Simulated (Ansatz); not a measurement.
**MoS2: a changed input and its effect**

System: MoS2 (6 atoms in the cell).
Method of the first run: DFT, PBE, plane waves, PAW, no spin polarisation (Ansatz 0.2.0).

The structure was built on a prototype by a generator. The geometry comes from this level: r2scan-rvv10 (a point of a series of volumes). Text and figures count atoms from 1; the logs count them from 0 in places.

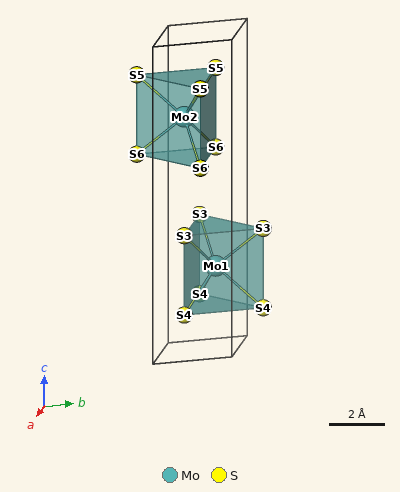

Figure 1. The input geometry (polyhedral view of the cell of the calculation, seen slightly off an axis; polyhedra are completed across the faces of the cell; atoms are numbered from 1 in the order of the input).

The input, the first run:
```yaml
crystal:
  lattice:
    - [3.0860437381, 0.0, 0.0]
    - [-1.543021869, 2.6725922744, 0.0]
    - [0.0, 0.0, 12.0950133777]
  atoms:
    - { symbol: Mo, position: [0.3333333333, 0.6666666667, 0.25] }
    - { symbol: Mo, position: [0.6666666667, 0.3333333333, 0.75] }
    - { symbol: S, position: [0.6666666667, 0.3333333333, 0.3750995328] }
    - { symbol: S, position: [0.6666666667, 0.3333333333, 0.1249004672] }
    - { symbol: S, position: [0.3333333333, 0.6666666667, 0.8750995328] }
    - { symbol: S, position: [0.3333333333, 0.6666666667, 0.6249004672] }
kpoints:
  mp_grid: { grid: [6, 6, 2] }
hamiltonian:
  xc: pbe
scf:
  occupations: { method: fermi_dirac, width: 0.02 }
  n_extra_bands: 5
output:
  forces: true
  stress: true
  eigenvalues: true
basis:
  ecutwfc: 260
```

Launched with:
```bash
ansatz run input.yaml --threads 2 --pin off --max-ram 3686MiB --backend cpu --events-out ev --progress --plain --runs-dir out
```

Hardware: 2 threads of Arm Neoverse V1, 24 GiB of memory available, shared host.

Output, shortened to warnings, some set-up lines, iterations and results (the first run):
```
Warning: basis.ecutwfc = 260 eV is below the records' recommended 420 eV, and the density's cutoff is lower with it unless basis.ecutrho_ratio is high enough to keep the records' density cutoff: compare with a run at a higher cutoff
Basis set: ecut = 260 eV, 925 PW (Γ), exchange–correlation on 36×36×128 points (8 copies of the dense FFT grid, shifted against one another)
Symmetry: 24 space group operations
k-points: 14 of 72
Initial density: superposition of atomic densities (neutral atoms: chi_scale 0, normalization atom), corrected by the library's trained network
[...]
SCF iter   1: F=—  HF=-13524.048534 eV  |F-HF|=—  |Δ(HF+E_count)|=         —  Δρ=1.09e-2  dr2=4.07e-2  ethr=1.77e-3  ⟨swp⟩=6.9  Hψ=1927  notcnv=0
SCF iter   2: F=—  HF=-13524.051323 eV  |F-HF|=—  |Δ(HF+E_count)|=   2.79e-3  Δρ=5.67e-3  dr2=9.05e-3  ethr=7.82e-5  ⟨swp⟩=2.6  Hψ=910  notcnv=0  defer=13
SCF iter   3: F=—  HF=-13524.055434 eV  |F-HF|=—  |Δ(HF+E_count)|=   4.11e-3  Δρ=2.44e-3  dr2=1.47e-3  ethr=1.74e-5  ⟨swp⟩=2.1  Hψ=618  notcnv=0  defer=13
SCF iter   4: F=—  HF=-13524.056723 eV  |F-HF|=—  |Δ(HF+E_count)|=   1.29e-3  Δρ=2.16e-4  dr2=2.95e-5  ethr=2.83e-6  ⟨swp⟩=2.0  Hψ=823  notcnv=0  defer=13
SCF iter   5: F=—  HF=-13524.055607 eV  |F-HF|=—  |Δ(HF+E_count)|=   1.12e-3  Δρ=4.28e-5  dr2=2.52e-6  ethr=5.66e-8  ⟨swp⟩=2.0  Hψ=725  notcnv=0  defer=13
SCF iter   6: F=-13524.055607 eV  HF=-13524.055607 eV  |F-HF|=9.14e-8  |Δ(HF+E_count)|=   4.77e-8  Δρ=8.96e-6  dr2=8.18e-8  ethr=1.92e-10  ⟨swp⟩=8.1  Hψ=2111  notcnv=0
SCF 1 converged in 6 iterations: F = -13524.055607 eV  dr2 = 8.18e-8
SCF converged after 6 iterations
Free energy (F): -13524.055607 eV
Harris-Foulkes:  -13524.055607 eV  (|F-HF|=9.14e-8)
Internal energy: -13524.055607 eV  (E = F + TS)
E sigma→0 (E₀):  -13524.055607 eV
Fermi energy:    12.612539 eV
--- Per-component energies (eV) ---
  E_band       = -262.106266
  E_kinetic    = 1328.615329
  E_local      = -3916.859029  (includes V_loc(G=0)·N_el)
  E_nonlocal   = 397.883944
  E_hartree    = 1526.849183
  E_xc         = -762.837848
  E_vxc        = -817.931015  (∫ρ·V_xc dr)
  E_paw        = -8803.586746  (= ΣΔE_a)
  E_vpaw       = -307.516325  (= ΣTr[D̂ρ^β])
  E_aug_tail   = 0.000545  (compensation charges beyond the density's cutoff)
  E_ewald      = -3294.120985
  E_smearing   = -0.000000  (= −TS)
  E_closure    = 0.000000  (closes the sum)
  Σ components = -13524.055607   (vs F -13524.055607, Δ=0.00e0)
--- Forces (eV/Å), atoms counted from 1 ---
  atom   1  Mo    -0.00000000     0.00000000     0.00000000
  atom   2  Mo     0.00000000    -0.00000000     0.00000000
  atom   3  S     -0.00000000     0.00000000     1.69771774
  atom   4  S      0.00000000     0.00000000    -1.69771774
  atom   5  S     -0.00000000    -0.00000000     1.69771774
  atom   6  S     -0.00000000    -0.00000000    -1.69771774
  max |Σ_I F_I| component: 1.62e-17 eV/Å
--- Stress (GPa, compression-positive) ---
       16.482005       0.000000       0.000000
        0.000000      16.482005       0.000000
        0.000000       0.000000      20.072680
  P = ⅓ Tr σ = 17.6789 GPa (176.789 kbar)
```

The input of the second run differs as follows (lines with − go, lines with + come):
```diff
-    - [3.0860437381, 0.0, 0.0]
-    - [-1.543021869, 2.6725922744, 0.0]
-    - [0.0, 0.0, 12.0950133777]
+    - [3.2554726645, 0.0, 0.0]
+    - [-1.6277363322, 2.8193220287, 0.0]
+    - [0.0, 0.0, 12.7590496989]
```

Predict how the results change.

With the same functional and potentials, the second run lies 67.4 meV per atom lower. The gap on the mesh goes from 0.88 to 0.98 eV. The pressure goes from 17.68 to −6.80 GPa. The largest force goes from 1.698 to 0.926 eV/Å. The volume per atom goes from 16.63 to 19.52 Å³. The number of SCF iterations is the same. The plane waves at Γ go from 925 to 1119.

Output, shortened to warnings, some set-up lines, iterations and results (the second run):
```
Warning: basis.ecutwfc = 260 eV is below the records' recommended 420 eV, and the density's cutoff is lower with it unless basis.ecutrho_ratio is high enough to keep the records' density cutoff: compare with a run at a higher cutoff
Basis set: ecut = 260 eV, 1119 PW (Γ), exchange–correlation on 36×36×144 points (8 copies of the dense FFT grid, shifted against one another)
Symmetry: 24 space group operations
k-points: 14 of 72
Initial density: superposition of atomic densities (neutral atoms: chi_scale 0, normalization atom), corrected by the library's trained network
[...]
SCF iter   1: F=—  HF=-13524.452776 eV  |F-HF|=—  |Δ(HF+E_count)|=         —  Δρ=9.75e-3  dr2=4.69e-2  ethr=1.77e-3  ⟨swp⟩=6.6  Hψ=1826  notcnv=0
SCF iter   2: F=—  HF=-13524.456186 eV  |F-HF|=—  |Δ(HF+E_count)|=   3.41e-3  Δρ=4.99e-3  dr2=1.24e-2  ethr=9.01e-5  ⟨swp⟩=2.9  Hψ=960  notcnv=0  defer=9
SCF iter   3: F=—  HF=-13524.458879 eV  |F-HF|=—  |Δ(HF+E_count)|=   2.69e-3  Δρ=2.40e-3  dr2=2.18e-3  ethr=2.39e-5  ⟨swp⟩=2.0  Hψ=630  notcnv=0  defer=9
SCF iter   4: F=—  HF=-13524.460305 eV  |F-HF|=—  |Δ(HF+E_count)|=   1.43e-3  Δρ=2.85e-4  dr2=4.64e-5  ethr=4.20e-6  ⟨swp⟩=2.0  Hψ=850  notcnv=0  defer=9
SCF iter   5: F=—  HF=-13524.459929 eV  |F-HF|=—  |Δ(HF+E_count)|=   3.76e-4  Δρ=3.71e-5  dr2=2.53e-6  ethr=8.92e-8  ⟨swp⟩=2.0  Hψ=748  notcnv=0  defer=9
SCF iter   6: F=-13524.459930 eV  HF=-13524.459930 eV  |F-HF|=3.82e-8  |Δ(HF+E_count)|=   3.64e-7  Δρ=6.92e-6  dr2=6.50e-8  ethr=1.92e-10  ⟨swp⟩=6.5  Hψ=1920  notcnv=0
SCF 1 converged in 6 iterations: F = -13524.459930 eV  dr2 = 6.50e-8
SCF converged after 6 iterations
Free energy (F): -13524.459930 eV
Harris-Foulkes:  -13524.459930 eV  (|F-HF|=3.82e-8)
Internal energy: -13524.459930 eV  (E = F + TS)
E sigma→0 (E₀):  -13524.459930 eV
Fermi energy:    9.901102 eV
--- Per-component energies (eV) ---
  E_band       = -378.132795
  E_kinetic    = 1300.313213
  E_local      = -4122.372233  (includes V_loc(G=0)·N_el)
  E_nonlocal   = 395.954544
  E_hartree    = 1578.734740
  E_xc         = -752.660469
  E_vxc        = -804.206194  (∫ρ·V_xc dr)
  E_paw        = -8801.749614  (= ΣΔE_a)
  E_vpaw       = -305.285098  (= ΣTr[D̂ρ^β])
  E_aug_tail   = 0.000521  (compensation charges beyond the density's cutoff)
  E_ewald      = -3122.680633
  E_smearing   = -0.000000  (= −TS)
  E_closure    = -0.000000  (closes the sum)
  Σ components = -13524.459930   (vs F -13524.459930, Δ=0.00e0)
--- Forces (eV/Å), atoms counted from 1 ---
  atom   1  Mo    -0.00000000    -0.00000000     0.00000000
  atom   2  Mo     0.00000000     0.00000000     0.00000000
  atom   3  S      0.00000000    -0.00000000    -0.92647204
  atom   4  S      0.00000000    -0.00000000     0.92647204
  atom   5  S     -0.00000000     0.00000000    -0.92647204
  atom   6  S     -0.00000000     0.00000000     0.92647204
  max |Σ_I F_I| component: 4.44e-16 eV/Å
--- Stress (GPa, compression-positive) ---
       -6.840757       0.000000       0.000000
        0.000000      -6.840757       0.000000
        0.000000       0.000000      -6.724270
  P = ⅓ Tr σ = -6.8019 GPa (-68.019 kbar)
```

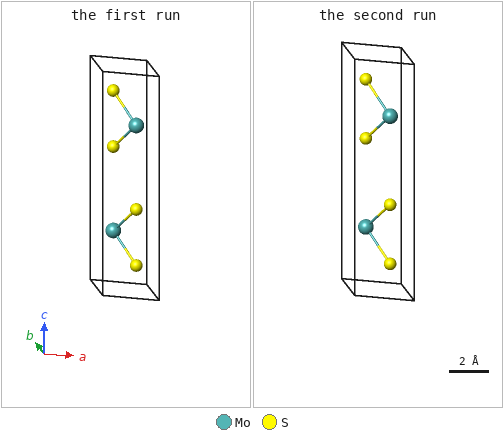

Figure 2. The two input geometries at one scale (ball-and-stick view of the cell of the calculation, seen slightly off an axis). No atom moves by more than 0.005 Å relative to the cell. The drawn cell changes as follows: a = b 3.086 → 3.255 Å (+5.5 %), c 12.095 → 12.759 Å (+5.5 %); the volume changes by +17.4 %. Among the contacts that change: Mo–S 2.338 → 2.466 Å.

The two runs side by side:

| quantity | the first run | the second run |
| --- | --- | --- |
| outcome | converged | converged |
| free energy per atom (eV) | −2254.0093 | −2254.0767 |
| gap on the mesh (eV) | 0.88 | 0.98 |
| pressure (GPa) | 17.68 | −6.80 |
| volume per atom (Å³) | 16.63 | 19.52 |
| largest force (eV/Å) | 1.698 | 0.926 |
| SCF iterations | 6 | 6 |
| irreducible k-points | 14 | 14 |
| plane waves at Γ | 925 | 1119 |
| wall time (shared host) | 0.82 s | 0.94 s |

For both runs: Warnings: the cutoff is below the recommended one.
